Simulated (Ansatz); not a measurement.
# Al2P3: a short molecular-dynamics run

Aim: set Al2P3 (an element-swapped structure, 10 atoms, not relaxed) in motion for 30 steps of 1 fs under a Nosé-Hoover thermostat at 2000 K, and see how temperature, energy and positions respond.

All numbers below are computed with Ansatz 0.2.0 (DFT PBE, plane waves, PAW, scalar-relativistic, no spin polarisation).

## (1) The system as given

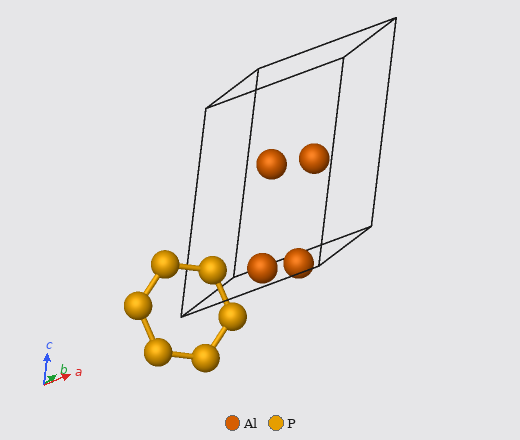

Start, viewed slightly off an axis; aluminium orange, phosphorus amber. Each atom of the cell is drawn once.

Structure file:

```xyz
10
Lattice="-4.1467 0.0000 3.9246 4.1467 0.0000 3.9246 0.0000 6.2370 3.9246" Properties=species:S:1:pos:R:3 pbc="T T T"
Al   -2.0733    3.1185    5.8869
Al    2.0733    3.1185    5.8869
P     0.0000    0.8882    1.5369
P     0.0000    5.3489    5.4615
P     0.0000    5.3489   10.2369
P     0.0000    0.8882    6.3123
P     0.0000    1.7900    7.8492
P     0.0000    4.4470    3.9246
Al   -1.7604    0.0000    3.9246
Al    1.7604    0.0000    3.9246
```

## (2) The run

Contents of input.yaml:

```yaml
crystal:
  lattice:
    - [-4.146655, 0.0, 3.924602]
    - [4.146655, 0.0, 3.924602]
    - [0.0, 6.237031, 3.924602]
  atoms:
    - { symbol: Al, position: [0.75, 0.25, 0.5] }
    - { symbol: Al, position: [0.25, 0.75, 0.5] }
    - { symbol: P, position: [0.1246, 0.1246, 0.1424] }
    - { symbol: P, position: [0.267, 0.267, 0.8576] }
    - { symbol: P, position: [0.8754, 0.8754, 0.8576] }
    - { symbol: P, position: [0.733, 0.733, 0.1424] }
    - { symbol: P, position: [0.8565, 0.8565, 0.287] }
    - { symbol: P, position: [0.1435, 0.1435, 0.713] }
    - { symbol: Al, position: [0.71227, 0.28773, 0.0] }
    - { symbol: Al, position: [0.28773, 0.71227, 0.0] }
kpoints:
  mp_grid: { grid: [3, 3, 3] }
magnetization:
  spin_polarized: false
scf:
  occupations: { method: fermi_dirac, width: 0.05 }
hamiltonian:
  pseudopotentials: { kind: paw }
  xc: pbe
basis:
  ecutwfc: 420
md:
  timestep: 1.0
  n_steps: 30
  ensemble: nvt_nose_hoover
  temperature: 2000.0
  initial_velocities: maxwell_boltzmann
  seed: 336956
```

On the command line:

```console
$ ansatz run input.yaml --threads 2 --pin off --max-ram 2560MiB --backend cpu --events-out ev --progress --plain --runs-dir out
```

The program printed (excerpt; [...] marks lines left out):

```text
Warning: md: disabling space-group detection — thermal motion breaks the input geometry's symmetry, so no spatial operation reduces the k-mesh or symmetrises the density; time reversal is kept, so that k and −k are solved as one point where they differ and the mesh holds both, and exact [...]
Warning: RAYON_NUM_THREADS=2 ignored (pool sized by the plan → 2); use --threads N
[...]
Pseudopotentials: kind: paw
Pseudopotential: Al, paw, valence charge 3, recommended cutoff 420 eV (normal), Al.paw.azcp
Pseudopotential: P, paw, valence charge 5, recommended cutoff 420 eV (normal), P.paw.azcp
Functional definition: PBE
[...]
Crystal: 10 atoms, lattice volume = 203.003 Å³
Basis set: ecut = 420 eV, 4001 PW (Γ), exchange–correlation on 80×80×100 points (8 copies of the dense FFT grid, shifted against one another)
Bands: 31, of which v1, the nominal top of the filled ones, is band 21 counted from 1 (20 counted from 0)
Symmetry: 1 space group operations
k-points: 14 of 27 (time reversal used)
[...]
SCF iter   1: F=—  HF=-6668.817813 eV  |F-HF|=—  |Δ(HF+E_count)|=         —  Δρ=6.04e-3  dr2=1.61e-1  ethr=1.77e-3  ⟨swp⟩=11.1  Hψ=3271  notcnv=0  defer=5
[...]
md step     0: t =     0.00 fs  T =  2000.0 K  F+E_penalty+E_count = -6668.78167688 eV  E_kin = 2.326680 eV  conserved = -6666.45499690 eV  (9 SCF iters)
[...]
md step     7: t =     7.00 fs  T =  6371.4 K  F+E_penalty+E_count = -6673.89517666 eV  E_kin = 7.412059 eV  conserved = -6666.47166563 eV  (5 SCF iters)
[...]
md step    14: t =    14.00 fs  T = 11296.4 K  F+E_penalty+E_count = -6679.90135263 eV  E_kin = 13.141608 eV  conserved = -6666.47706284 eV  (5 SCF iters)
[...]
md step    21: t =    21.00 fs  T = 10859.4 K  F+E_penalty+E_count = -6680.26557475 eV  E_kin = 12.633153 eV  conserved = -6666.46944473 eV  (6 SCF iters)
[...]
md step    28: t =    28.00 fs  T =  8639.4 K  F+E_penalty+E_count = -6678.88092347 eV  E_kin = 10.050593 eV  conserved = -6666.46406790 eV  (6 SCF iters)
md step    29: t =    29.00 fs  T =  8400.6 K  F+E_penalty+E_count = -6678.77632804 eV  E_kin = 9.772796 eV  conserved = -6666.46384055 eV  (5 SCF iters)
[...]
md step    30: t =    30.00 fs  T =  8205.9 K  F+E_penalty+E_count = -6678.72219677 eV  E_kin = 9.546303 eV  conserved = -6666.46364555 eV  (7 SCF iters)
SCF converged after 7 iterations
Free energy (F): -6678.722197 eV
[...]
E sigma→0 (E₀):  -6678.702742 eV
Entropy (-TS):   -0.038910 eV (-3.891 meV/atom)
Fermi energy:    6.241451 eV
[...]
--- Forces (eV/Å), atoms counted from 1 ---
  atom   1  Al    -0.34539353    -0.01697693     0.19584286
  atom   2  Al    -0.14281476    -0.00543863     0.05939621
  atom   3  P      0.32477559    -0.32462614    -0.14008903
  atom   4  P     -0.16116645    -0.01808986    -0.22960965
  atom   5  P      0.30848195    -0.60061027     0.41342312
  atom   6  P     -4.62229721     4.38882272     5.32208243
  atom   7  P      0.60207245    -0.13524584    -0.50440152
  atom   8  P      0.09079989     0.63017762     0.18977857
[...]
--- MD trajectory: 30 steps, t = 0.0 → 30.0 fs ---
  final state: T = 8205.9 K   F+E_penalty+E_count = -6678.72219677 eV   E_kin = 9.546303 eV
  conserved energy: peak-to-peak 2.401e-2 eV (2.401e-3 eV/atom) over 30.0 fs
```

Wall time 64 s (2 threads of Intel Xeon Platinum 8488C (Sapphire Rapids), shared host); peak memory 0.55 GiB.

## (3) The trajectory

One step in 2; energies are changes from step 0; msd is the mean square displacement from the start, the centre of mass held:

```tsv
time (fs)	T (K)	potential energy change (meV/atom)	conserved energy change (meV/atom)	msd P (Å²)	msd Al (Å²)
0.0	2000	0.0	0.00	0.000	0.000
2.0	2374	-43.7	-0.15	0.001	0.001
4.0	3586	-185.2	-0.62	0.003	0.003
6.0	5377	-394.7	-1.30	0.008	0.008
8.0	7361	-627.9	-1.99	0.018	0.014
10.0	9149	-840.4	-2.28	0.037	0.022
12.0	10495	-1005.4	-2.40	0.065	0.031
14.0	11296	-1112.0	-2.21	0.104	0.043
16.0	11589	-1164.9	-1.98	0.154	0.055
18.0	11482	-1176.5	-1.64	0.215	0.069
20.0	11115	-1162.4	-1.48	0.285	0.084
22.0	10568	-1130.8	-1.39	0.364	0.099
24.0	9911	-1088.4	-1.26	0.450	0.113
26.0	9232	-1044.1	-1.04	0.542	0.126
28.0	8639	-1009.9	-0.91	0.639	0.138
30.0	8206	-994.1	-0.86	0.741	0.146
```

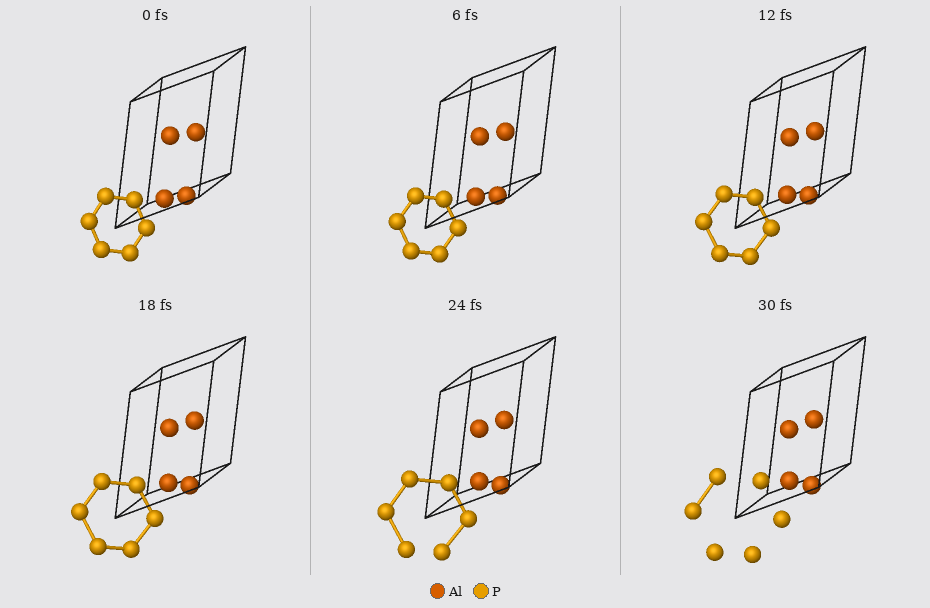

Six frames of the run, seen slightly off an axis. Each atom of the cell is drawn once. Atoms are followed across the cell's faces. Sticks are the contacts of the first frame, kept unless stretched by 40 %.

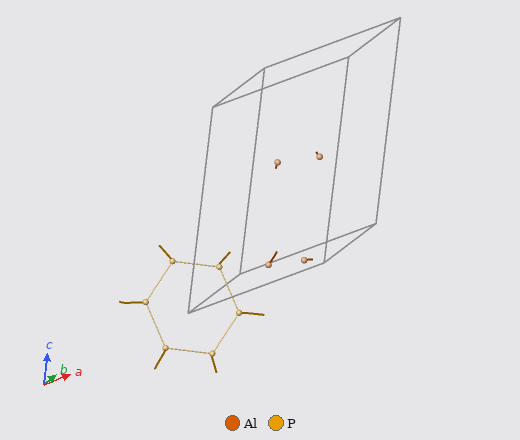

The track of every atom over the whole run, drawn from its starting place (pale balls).

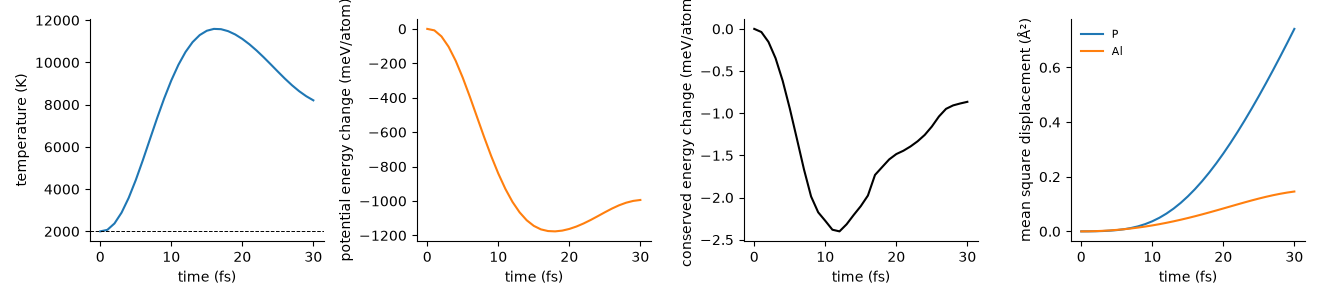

Traces against time; each panel has its own scale. The dashed line is the set temperature.

## (4) Frames from the trajectory

Extended XYZ, with forces in eV/Å:

```xyz
10
Lattice="-4.147 0.000 3.925 4.147 0.000 3.925 0.000 6.237 3.925" Properties=species:S:1:pos:R:3:forces:R:3 pbc="T T T" time_fs=4.0 T=3586 dE=-1.8517
Al   -2.054    3.143    5.886    0.010    0.019    0.077
Al    2.100    3.092    5.876    0.003    0.006   -0.047
P     0.000    0.917    1.512    0.140    2.467   12.939
P     0.001    5.329    5.514   -0.335   -5.427    8.449
P    -0.038    5.311   10.203   -0.936   -3.744  -10.367
P     0.034    0.905    6.259    0.593    4.823   -8.939
P    -0.002    1.787    7.858   -0.434   12.531   -4.404
P     0.040    4.427    3.906    0.883  -10.650    2.291
Al   -1.790   -0.010    3.958    0.741   -0.086   -0.003
Al    1.704    0.052    3.983   -0.664    0.062    0.003
10
Lattice="-4.147 0.000 3.925 4.147 0.000 3.925 0.000 6.237 3.925" Properties=species:S:1:pos:R:3:forces:R:3 pbc="T T T" time_fs=8.0 T=7361 dE=-6.2789
Al   -2.035    3.167    5.885   -0.007    0.006    0.133
Al    2.126    3.065    5.865    0.014    0.047   -0.075
P     0.000    0.958    1.549    0.296    0.314   10.006
P     0.001    5.283    5.608   -0.485   -3.421    4.915
P    -0.080    5.254   10.120   -1.216   -1.661   -6.825
P     0.070    0.946    6.161    0.645    2.486   -5.580
P    -0.006    1.846    7.846   -0.644    8.855   -4.667
P     0.085    4.355    3.899    1.236   -6.545    2.170
Al   -1.816   -0.020    3.992    0.571   -0.142    0.015
Al    1.644    0.104    4.041   -0.410    0.062   -0.092
10
Lattice="-4.147 0.000 3.925 4.147 0.000 3.925 0.000 6.237 3.925" Properties=species:S:1:pos:R:3:forces:R:3 pbc="T T T" time_fs=11.0 T=9887 dE=-9.2992
Al   -2.021    3.186    5.886   -0.025    0.008    0.093
Al    2.146    3.045    5.856    0.003    0.085   -0.005
P     0.002    0.991    1.611    0.347    0.096    6.129
P    -0.001    5.237    5.695   -0.504   -2.025    2.736
P    -0.115    5.205   10.033   -1.001   -0.811   -3.897
P     0.100    0.985    6.069    0.379    1.070   -3.323
P    -0.011    1.919    7.823   -0.596    5.413   -2.778
P     0.122    4.278    3.900    1.103   -3.663    1.188
Al   -1.833   -0.028    4.017    0.388   -0.122    0.049
Al    1.598    0.143    4.084   -0.094   -0.050   -0.192
10
Lattice="-4.147 0.000 3.925 4.147 0.000 3.925 0.000 6.237 3.925" Properties=species:S:1:pos:R:3:forces:R:3 pbc="T T T" time_fs=15.0 T=11501 dE=-11.4456
Al   -2.002    3.210    5.886   -0.065    0.010    0.108
Al    2.172    3.020    5.845   -0.009    0.096    0.095
P     0.005    1.035    1.717    0.408    0.160    2.153
P    -0.006    5.167    5.822   -0.466   -0.758    0.699
P    -0.166    5.137    9.903   -0.658   -0.196   -1.096
P     0.140    1.042    5.933   -0.156    0.103   -0.746
P    -0.021    2.039    7.780   -0.394    1.836   -0.861
P     0.176    4.161    3.907    0.753   -0.899    0.178
Al   -1.853   -0.039    4.050    0.094   -0.130    0.075
Al    1.536    0.195    4.140    0.494   -0.222   -0.605
10
Lattice="-4.147 0.000 3.925 4.147 0.000 3.925 0.000 6.237 3.925" Properties=species:S:1:pos:R:3:forces:R:3 pbc="T T T" time_fs=19.0 T=11325 dE=-11.7210
Al   -1.984    3.234    5.887   -0.079    0.018    0.189
Al    2.198    2.995    5.834   -0.059    0.087    0.104
P     0.010    1.079    1.834    0.408    0.077    0.389
P    -0.013    5.094    5.951   -0.411   -0.177   -0.217
P    -0.219    5.069    9.769   -0.308   -0.050    0.126
P     0.179    1.099    5.796   -1.108    0.380    1.254
P    -0.032    2.167    7.733   -0.175    0.232   -0.215
P     0.233    4.041    3.914    0.505    0.312   -0.115
Al   -1.873   -0.051    4.083   -0.123   -0.182    0.036
Al    1.478    0.244    4.191    1.349   -0.696   -1.551
10
Lattice="-4.147 0.000 3.925 4.147 0.000 3.925 0.000 6.237 3.925" Properties=species:S:1:pos:R:3:forces:R:3 pbc="T T T" time_fs=22.0 T=10568 dE=-11.3079
Al   -1.971    3.252    5.889   -0.112    0.032    0.250
Al    2.217    2.977    5.827   -0.097    0.059    0.089
P     0.015    1.112    1.921    0.381   -0.005   -0.069
P    -0.019    5.040    6.045   -0.324    0.060   -0.406
P    -0.260    5.019    9.671   -0.098   -0.251    0.425
P     0.204    1.142    5.698   -2.124    1.378    2.718
P    -0.041    2.262    7.697   -0.005   -0.293   -0.156
P     0.277    3.954    3.919    0.334    0.680   -0.131
Al   -1.888   -0.061    4.108   -0.157   -0.217   -0.015
Al    1.441    0.278    4.224    2.202   -1.443   -2.706
10
Lattice="-4.147 0.000 3.925 4.147 0.000 3.925 0.000 6.237 3.925" Properties=species:S:1:pos:R:3:forces:R:3 pbc="T T T" time_fs=26.0 T=9232 dE=-10.4408
Al   -1.955    3.275    5.892   -0.186    0.022    0.285
Al    2.241    2.954    5.817   -0.149    0.039    0.041
P     0.023    1.155    2.035    0.341   -0.260   -0.223
P    -0.029    4.970    6.166   -0.257    0.182   -0.409
P    -0.313    4.952    9.544    0.063   -0.449    0.549
P     0.227    1.204    5.584   -3.722    3.110    4.636
P    -0.052    2.385    7.651    0.306   -0.407   -0.321
P     0.335    3.843    3.926    0.218    0.820   -0.037
Al   -1.908   -0.074    4.140   -0.245   -0.190   -0.107
Al    1.403    0.315    4.252    3.631   -2.868   -4.414
10
Lattice="-4.147 0.000 3.925 4.147 0.000 3.925 0.000 6.237 3.925" Properties=species:S:1:pos:R:3:forces:R:3 pbc="T T T" time_fs=30.0 T=8206 dE=-9.9405
Al   -1.940    3.297    5.897   -0.345   -0.017    0.196
Al    2.263    2.932    5.808   -0.143   -0.005    0.059
P     0.033    1.195    2.144    0.325   -0.325   -0.140
P    -0.040    4.902    6.282   -0.161   -0.018   -0.230
P    -0.364    4.886    9.424    0.308   -0.601    0.413
P     0.232    1.280    5.495   -4.622    4.389    5.322
P    -0.062    2.502    7.604    0.602   -0.135   -0.504
P     0.392    3.739    3.932    0.091    0.630    0.190
Al   -1.929   -0.088    4.170   -0.372   -0.011   -0.206
Al    1.387    0.334    4.254    4.318   -3.907   -5.100
```

## (5) Outcome

```
                              quantity                               value
                                length                    30 steps of 1 fs
      temperature, first and last step                     2000 and 8206 K
              temperature, second half  mean 10196 K, from 8206 to 11589 K
         potential energy, second half       -1101 meV/atom from the start
largest change of the conserved energy                       2.40 meV/atom
 mean square displacement, second half                P 0.403, Al 0.101 Å²
```

What this shows: Against a set 2000 K the second half averages 10196 K, going from 11501 to 8206 K over that half; the potential energy of that half lies 1101 meV/atom under the start, so the atoms have moved to lower-lying arrangements, and the energy set free heats the cell. The conserved energy strays from its start by at most 2.40 meV/atom, 0.2 % of the mean kinetic energy, which is good for a step of 1 fs. The atom that moves most swings out by 1.00 Å (the median distance to the nearest neighbour, bonds to H left out, is 1.78 Å), and none ends a neighbour distance from its start. A run of 30 fs with 10 atoms shows the motion but fixes no equilibrium value.
